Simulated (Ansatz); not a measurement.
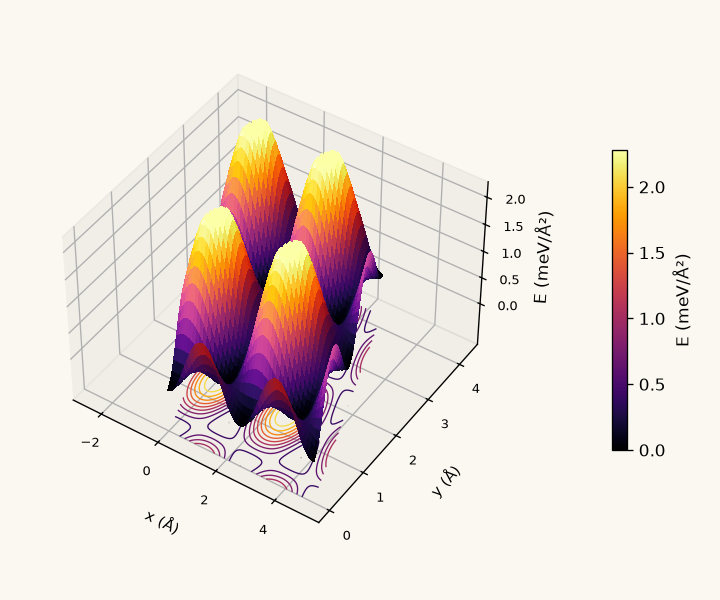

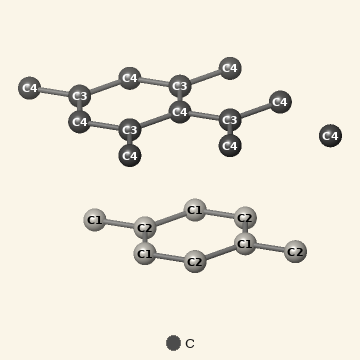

Energy landscape of a bilayer of two C sheets of the honeycomb type, the upper one turned by 180 degrees about the normal (4 atoms in the cell). The upper layer of a bilayer is slid over the lower one; relaxed at each slide: the heights of all atoms; the origin of the map has C3 above C1. Places are given modulo a cell vector. The map is drawn in real space over the plane of the slide. The scan uses a 6 × 6 grid; 7 points were computed and 29 follow by symmetry. All energies are given in meV/Å² relative to the lowest grid point. All numbers below come from DFT PBE+D3(BJ), scalar-relativistic, plane waves, PAW in Ansatz. Settings: cutoff 420 eV, k-mesh 15×15×1, gaussian smearing 0.1 eV, no spin polarisation.

Drawn: a relief with its contours projected below, any walls above the top of the colour scale cut off. Between grid points the surface is interpolated. The second picture is the structure at the lowest point; the lower layer is drawn fainter.

Question: Summarise what can be read from the map.

Answer: The lowest grid point is at (0/6, 0/6) of the cell vectors; the map holds 2 wells of about this depth. It is the only kind of minimum in the scanned range. The highest grid point, (2/6, 4/6) of the cell vectors, lies 2.53 meV/Å² above the lowest. On the interpolated surface the easiest way out of the lowest well to a well of about the same depth near (4/6, 2/6) of the cell vectors passes a barrier of about 0.31 meV/Å². Facing atoms of the upper layer at the lowest point: C above C, C above a hollow; at the highest: C above C. The relaxed distance between the facing planes is 3.39 Å at the lowest and 3.57 Å at the highest point.

The whole map (7 points run) took 55 s on 4 threads of Intel(R) Xeon(R) Platinum 8559C (Emerald Rapids) (shared host).
